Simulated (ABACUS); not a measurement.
**Band-structure run, with input and output: Mo (part 2 of 2)**

Continued. System: Mo (Im-3m, 1 atom in the cell). Method: Kohn-Sham DFT of a periodic cell, revPBE, GBRV ultrasoft 1.5 PBE, no spin polarisation (ABACUS 3.10.1); cutoff 544.23 eV, 10×10×10 k-mesh, fermi-dirac of 0.05 eV. The structure derives from a Materials Project entry.

Geometry of the input (Å; fractional positions):
```
1.5838  1.5838  1.5838
-1.5838  1.5838  1.5838
-1.5838  -1.5838  1.5838
Mo 0.0000  0.0000  0.0000
```

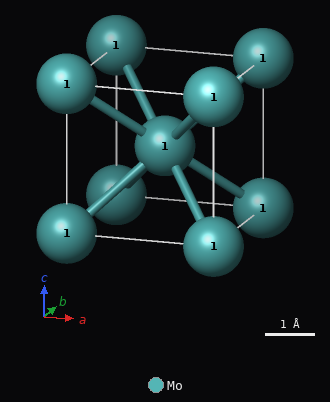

Fig. 1: The structure (ball-and-stick view of the cell 2 times as large as that of the calculation, set on its symmetry axes, seen slightly off an axis; atoms are numbered from 1 in the order of the input).

Output, continued
```
----------------------------------------------------------
     Energy           Rydberg                 eV
----------------------------------------------------------
 E_KohnSham     -139.3490726031      -1895.9413984181
 E_Harris       -140.6354403617      -1913.4433296585
 E_Fermi        1.5835289993         21.5450173385
----------------------------------------------------------

 PW ALGORITHM --------------- ION=   1  ELEC=   2--------------------------------

 Density error is 0.00282206744205
                          Error Threshold = 0.000277275646111
----------------------------------------------------------
     Energy           Rydberg                 eV
----------------------------------------------------------
 E_KohnSham     -139.3583364431      -1896.0674394278
 E_Harris       -139.0496352076      -1891.8673436452
 E_Fermi        1.5439969175         21.0071557720
----------------------------------------------------------

 PW ALGORITHM --------------- ION=   1  ELEC=   3--------------------------------

 Density error is 0.000117347302402
                          Error Threshold = 2.01576245861e-05
----------------------------------------------------------
     Energy           Rydberg                 eV
----------------------------------------------------------
 E_KohnSham     -139.3589025611      -1896.0751418579
 E_Harris       -139.3830087538      -1896.4031234361
 E_Fermi        1.5529680266         21.1292139737
----------------------------------------------------------

 PW ALGORITHM --------------- ION=   1  ELEC=   4--------------------------------

 Density error is 1.82425578087e-07
                          Error Threshold = 8.3819501716e-07
----------------------------------------------------------
     Energy           Rydberg                 eV
----------------------------------------------------------
 E_KohnSham     -139.3589088718      -1896.0752277187
 E_Harris       -139.3596128481      -1896.0848058081
 E_Fermi        1.5523037460         21.1201759723
----------------------------------------------------------

 PW ALGORITHM --------------- ION=   1  ELEC=   5--------------------------------

 Density error is 3.83148461532e-08
                          Error Threshold = 1.30303984348e-09
----------------------------------------------------------
     Energy           Rydberg                 eV
----------------------------------------------------------
 E_KohnSham     -139.3589091371      -1896.0752313285
 E_Harris       -139.3597945856      -1896.0872784731
 E_Fermi        1.5522882589         21.1199652599
----------------------------------------------------------

 PW ALGORITHM --------------- ION=   1  ELEC=   6--------------------------------

 Density error is 4.38238992057e-09
                          Error Threshold = 2.73677472523e-10
----------------------------------------------------------
     Energy           Rydberg                 eV
----------------------------------------------------------
 E_KohnSham     -139.3589091438      -1896.0752314200
 E_KS(sigma->0) -139.3585717551      -1896.0706410106
 E_Harris       -139.3584843225      -1896.0694514294
 E_band         -4.1251619762        -56.1257080486
 E_one_elec     -18.8008571428       -255.7987844267
 E_Hartree      17.9780006000        244.6032468073
 E_xc           -19.3743267120       -263.6012381969
 E_Ewald        -119.1610511114      -1621.2692747849
 E_entropy(-TS) -0.0006747775        -0.0091808189
 E_descf        0.0000000000         0.0000000000
 E_exx          0.0000000000         0.0000000000
 E_Fermi        1.5522574400         21.1195459468
----------------------------------------------------------

 charge density convergence is achieved
 final etot is -1896.0752314 eV
 EFERMI = 21.119545947 eV
The vacuum level is 18.910212948 eV

 STATE ENERGY(eV) AND OCCUPATIONS    NSPIN == 1
 1/12 kpoint (Cartesian) = 0.0000 0.0000 0.0000 (459 pws)
       1       -40.3100     0.00200000
       2       -13.6015     0.00200000
       3       -13.6015     0.00200000
       4       -13.6015     0.00200000
       5        13.8460     0.00200000
       6        19.6967     0.00200000
       7        19.6967     0.00200000
       8        19.6967     0.00200000
       9        22.6583    8.62487e-17
      10        22.6583    8.62487e-17
      11        35.7531        0.00000
      12        35.7531        0.00000
      13        35.7531        0.00000
      14        47.0355        0.00000
      15        47.0355        0.00000
      16        50.3770        0.00000
      17        50.3770        0.00000

 2/12 kpoint (Cartesian) = 0.0000 0.10000 0.10000 (447 pws)
       1       -40.2869      0.0240000
       2       -13.7358      0.0240000
       3       -13.6432      0.0240000
       4       -13.6024      0.0240000
       5        14.2696      0.0240000
       6        19.4623      0.0240000
       7        19.6467      0.0240000
       8        20.0990      0.0240000
       9        22.3499    4.93715e-13
      10        22.6676    8.58796e-16
      11        36.0386        0.00000
      12        36.4690        0.00000
      13        36.5074        0.00000
      14        44.5666        0.00000
      15        45.9686        0.00000
      16        49.7303        0.00000
      17        50.3054        0.00000

 3/12 kpoint (Cartesian) = 0.0000 0.20000 0.20000 (459 pws)
       1       -40.2262      0.0240000
       2       -14.0787      0.0240000
       3       -13.7509      0.0240000
       4       -13.6050      0.0240000
       5        15.3093      0.0240000
       6        18.9043      0.0240000
       7        19.4499      0.0240000
       8        21.2499     0.00164751
       9        22.0683    1.37841e-10
      10        22.7369    2.14663e-16
      11        36.1665        0.00000
      12        37.3717        0.00000
      13        38.4407        0.00000
      14        42.7647        0.00000
      15        44.5831        0.00000
      16        46.8268        0.00000
      17        49.4294        0.00000

 4/12 kpoint (Cartesian) = 0.0000 0.30000 0.30000 (456 pws)
       1       -40.1502      0.0240000
       2       -14.4864      0.0240000
       3       -13.8813      0.0240000
       4       -13.6082      0.0240000
       5        16.0545      0.0240000
       6        18.3002      0.0240000
       7        19.8486      0.0240000
       8        22.3122    1.04997e-12
       9        22.9209    5.41457e-18
      10        22.9574    2.61046e-18
      11        34.9500        0.00000
      12        35.9486        0.00000
      13        41.2728        0.00000
      14        42.8677        0.00000
      15        43.9797        0.00000
      16        45.4749        0.00000
      17        46.4349        0.00000

 5/12 kpoint (Cartesian) = 0.0000 0.40000 0.40000 (458 pws)
       1       -40.0879      0.0240000
       2       -14.8049      0.0240000
       3       -13.9848      0.0240000
       4       -13.6109      0.0240000
       5        15.9499      0.0240000
       6        17.8636      0.0240000
       7        21.4031    8.24235e-05
       8        22.6984    4.63596e-16
       9        23.1675    3.90537e-20
      10        24.7592    5.83879e-34
      11        33.4985        0.00000
      12        33.5767        0.00000
      13        39.5364        0.00000
      14        43.8914        0.00000
      15        44.3750        0.00000
      16        47.0770        0.00000
      17        47.2397        0.00000

 6/12 kpoint (Cartesian) = 0.0000 0.50000 0.50000 (444 pws)
       1       -40.0639      0.0120000
       2       -14.9240      0.0120000
       3       -14.0238      0.0120000
       4       -13.6119      0.0120000
       5        15.8074      0.0120000
       6        17.7068      0.0120000
       7        22.5573    3.90292e-15
       8        22.6774    3.52825e-16
       9        23.2916    1.63207e-21
      10        25.6400    6.53717e-42
      11        32.3925        0.00000
      12        32.9094        0.00000
      13        38.1295        0.00000
      14        42.9590        0.00000
      15        46.1441        0.00000
      16        47.7064        0.00000
      17        51.2809        0.00000

[... levels at 6 further k points ...]

------------------------------------------------------------------------------------------
 TOTAL-FORCE (eV/Angstrom)
------------------------------------------------------------------------------------------
                       Mo1         0.0000000000         0.0000000000         0.0000000000
------------------------------------------------------------------------------------------

----------------------------------------------------------------
 TOTAL-STRESS (KBAR)
----------------------------------------------------------------
        -0.5757339940         0.0000000000         0.0000000000
         0.0000000000        -0.5757339940        -0.0000000000
         0.0000000000        -0.0000000000        -0.5757339940
----------------------------------------------------------------
 TOTAL-PRESSURE: -0.575734 KBAR

 --------------------------------------------
 !FINAL_ETOT_IS -1896.0752314199828561 eV
 --------------------------------------------
```

Standard output
```
ABACUS v3.10.1

               Atomic-orbital Based Ab-initio Computation at UStc

d2933c7 ( +0800)

 dft_functional readin is: revpbe
 dft_functional in pseudopot file is: PBE
 Please make sure this is what you need

%%%%%%%%%%%%%%%%%%%%%%%%%%%%%%%%%%%%%%%%%%%%%%%%%%%%%%%%%%%%%%%%%%%%%%%%%%%%%%%%%%%%%%%%%%%%%%%%%%%%%%%%%
 Warning: the number of valence electrons in pseudopotential > 6 for Mo: [Kr] 4d5 5s1
 Pseudopotentials with additional electrons can yield (more) accurate outcomes, but may be less efficient.
 If you're confident that your chosen pseudopotential is appropriate, you can safely ignore this warning.
%%%%%%%%%%%%%%%%%%%%%%%%%%%%%%%%%%%%%%%%%%%%%%%%%%%%%%%%%%%%%%%%%%%%%%%%%%%%%%%%%%%%%%%%%%%%%%%%%%%%%%%%%

 UNIFORM GRID DIM        : 24 * 24 * 24
 UNIFORM GRID DIM(BIG)   : 30 * 30 * 30
 UNIFORM GRID DIM(DENSE) : 30 * 30 * 30
 ---------------------------------------------------------
 Self-consistent calculations for electrons
 ---------------------------------------------------------
 SPIN    KPOINTS         PROCESSORS  THREADS
 1       47              4           4
 ---------------------------------------------------------
 Use plane wave basis
 ---------------------------------------------------------
 ELEMENT NATOM       XC
 Mo      1
 ---------------------------------------------------------
 Initial plane wave basis and FFT box
 ---------------------------------------------------------
 -------------------------------------------
 SELF-CONSISTENT :
 -------------------------------------------
 START CHARGE      : atomic
 ITER       ETOT/eV          EDIFF/eV         DRHO     TIME/s
 DA1     -1.89594140e+03   0.00000000e+00   3.8819e-02   0.51
 DA2     -1.89606744e+03  -1.26041010e-01   2.8221e-03   0.28
 DA3     -1.89607514e+03  -7.70243014e-03   1.1735e-04   0.29
 DA4     -1.89607523e+03  -8.58607715e-05   1.8243e-07   0.19
 DA5     -1.89607523e+03  -3.60975838e-06   3.8315e-08   0.28
 DA6     -1.89607523e+03  -9.15300660e-08   4.3824e-09   0.38
----------------------------------------------------------------
 TOTAL-STRESS (KBAR)
----------------------------------------------------------------
        -0.5757339940         0.0000000000         0.0000000000
         0.0000000000        -0.5757339940        -0.0000000000
         0.0000000000        -0.0000000000        -0.5757339940
----------------------------------------------------------------
 TOTAL-PRESSURE: -0.575734 KBAR
```
